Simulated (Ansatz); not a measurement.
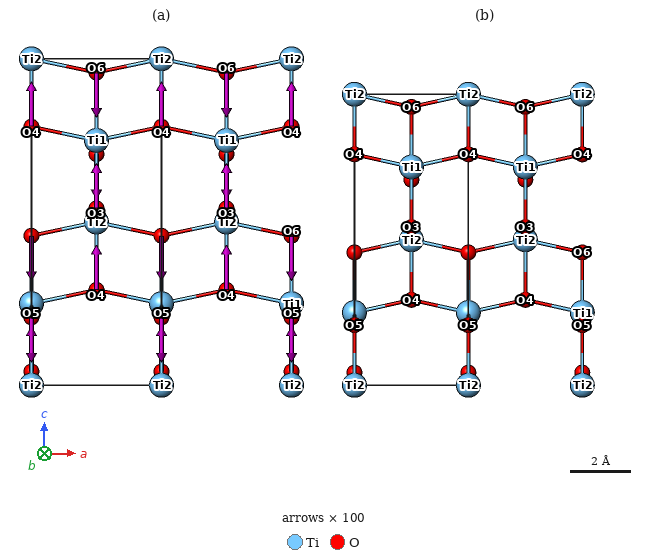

The structure of a crystal of TiO$_{2}$ (built on the anatase type) before (left) and after (right) a relaxation, at one scale. The purple arrows give the displacements (the part carried along by the change of the cell is left out), magnified 100 times.

The picture is a ball-and-stick view of the conventional cell (2 times the calculation's cell), repeated 2 × 1 × 1 with one cell outlined, seen along the b axis. Lengths and directions refer to the drawn axes.

Method: DFT, PBE, plane waves, PAW in Ansatz. Set-up: plane-wave cutoff 420 eV; k-point mesh 8 × 8 × 8; occupations fermi dirac; smearing width 0.02 eV; no spin polarisation; cell and atoms relaxed; force threshold 0.005 eV/Å.

Question: What changed between the two?

Answer: The largest moves relative to the cell, 0.015 Å, are those of O3, O4, O5 and O6. O6 goes along −c. Ti stays in place. The volume changes by −31.6 %, with a = b 4.336 → 3.799 Å (−12.4 %), c 10.884 → 9.702 Å (−10.9 %). Some distances before and after: Ti1–Ti2 3.479 → 3.081 Å, Ti1–O4 2.216 → 1.946 Å, Ti1–O3 2.264 → 2.003 Å. The space group stays I4_1/amd (No. 141). The energy falls by 817 meV per atom in 8 accepted moves (10 points after the start). Largest force component: 1.3 eV/Å at the start, 0.00054 eV/Å at the end. Pressure: −34.08 GPa at the start and −0.01 GPa at the end. The SCF was repeated twice at an unchanged geometry on a basis and grid sized afresh for the cell, which shifted the energy by 4.0 meV per atom at most. The run took 10 s on 8 threads of Intel(R) Xeon(R) Platinum 8488C (Sapphire Rapids), with other jobs on the host, peak memory 0.7 GiB.
